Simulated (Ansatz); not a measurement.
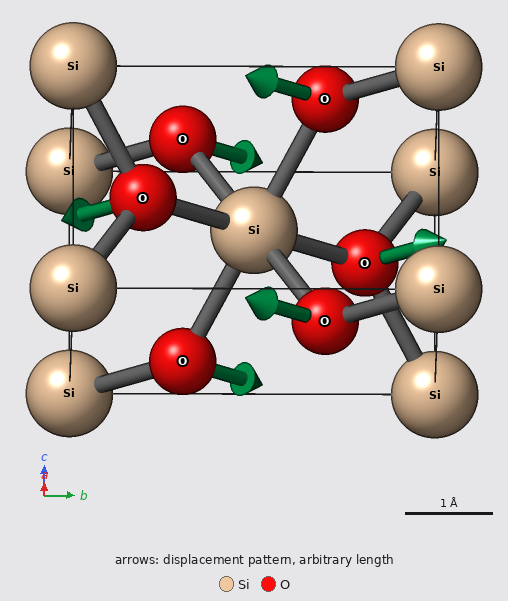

The lowest optical mode of a crystal of SiO₂ (a generated structure), space group P4₂/mnm (No. 136), at the zone centre. The green arrows give the relative displacements of the atoms. A ball-and-stick model of the cell of the calculation, seen from a free direction.

Level of theory: DFT PBE, scalar-relativistic, plane waves, PAW in Ansatz 0.2.0.

Input file:
```yaml
crystal:
  lattice:
    - [4.2361267054, 0.0, 0.0]
    - [0.0, 4.2361267054, 0.0]
    - [0.0, 0.0, 2.6904580793]
  atoms:
    - { symbol: Si, position: [0.5, 0.5, 0.5] }
    - { symbol: Si, position: [0.0, 0.0, 0.0] }
    - { symbol: O, position: [0.1930160627, 0.8069839373, 0.5] }
    - { symbol: O, position: [0.3069839373, 0.3069839373, 0.0] }
    - { symbol: O, position: [0.8069839373, 0.1930160627, 0.5] }
    - { symbol: O, position: [0.6930160627, 0.6930160627, 0.0] }
basis:
  ecutwfc: 420
kpoints:
  mp_grid: { grid: [6, 6, 8] }
hamiltonian:
  xc: pbe
scf:
  occupations: { method: fixed }
output:
  eigenvalues: true
phonons:
  method: dfpt
  dielectric: true
  rigid_motions: translations
  eigenvectors: true
  qmesh: [2, 2, 4]
  temperatures: { t_max: 1000, t_step: 100 }
  qpath:
    path:
      - [[0.0, 0.0, 0.0], [0.0, 0.5, 0.0], [0.5, 0.5, 0.0], [0.0, 0.0, 0.0], [0.0, 0.0, 0.5], [0.0, 0.5, 0.5], [0.5, 0.5, 0.5], [0.0, 0.0, 0.5]]
      - [[0.0, 0.5, 0.0], [0.0, 0.5, 0.5]]
      - [[0.5, 0.5, 0.0], [0.5, 0.5, 0.5]]
    npoints: 8
```

Run as
```bash
ansatz run input.yaml --threads 1 --pin off --max-ram 2560MiB --backend cpu --events-out ev --progress --plain --runs-dir out
```

Frequencies are those without the non-analytic (LO–TO) term.

Is this crystal at a minimum with respect to the drawn distortion?

Answer. Yes: this softest mode has a real frequency, and so have all others here. That speaks for this wave vector alone: the rest of the zone wasn't checked in this run. This is the B₁g mode at 27.5 meV, the lowest optical level, Raman-active by symmetry. The Si atoms stay at rest; atoms of one kind move against one another, with no net shift of their sublattice; the O–Si bond lengths don't change to first order, so for these it is a bending, tilting or sliding motion.
